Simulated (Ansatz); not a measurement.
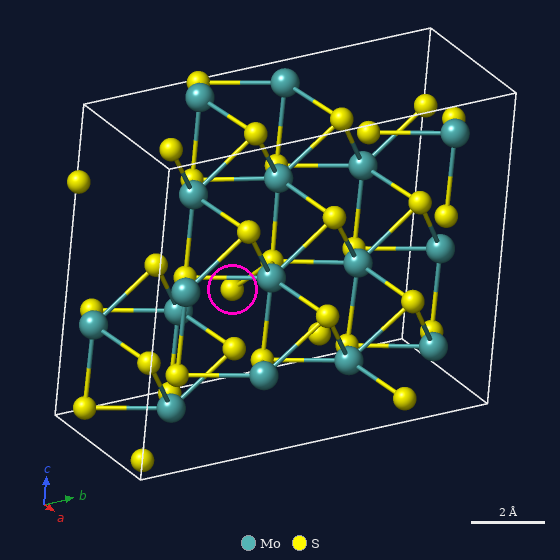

The image is a ball-and-stick drawing of a crystal, viewed from a general direction. The parallelepiped is the supercell. The host is MoS2, in a cell of 39 sites, and the cell is neutral. A ring marks the defect's site.

**Name the defect and give its surroundings.**

An interstitial sulfur atom. It is bonded to one S at about 1.9 Å. Not all metal-metal contacts are counted.

The atoms were relaxed in the host's cell with Ansatz, DFT PBE, scalar-relativistic, plane waves, PAW.
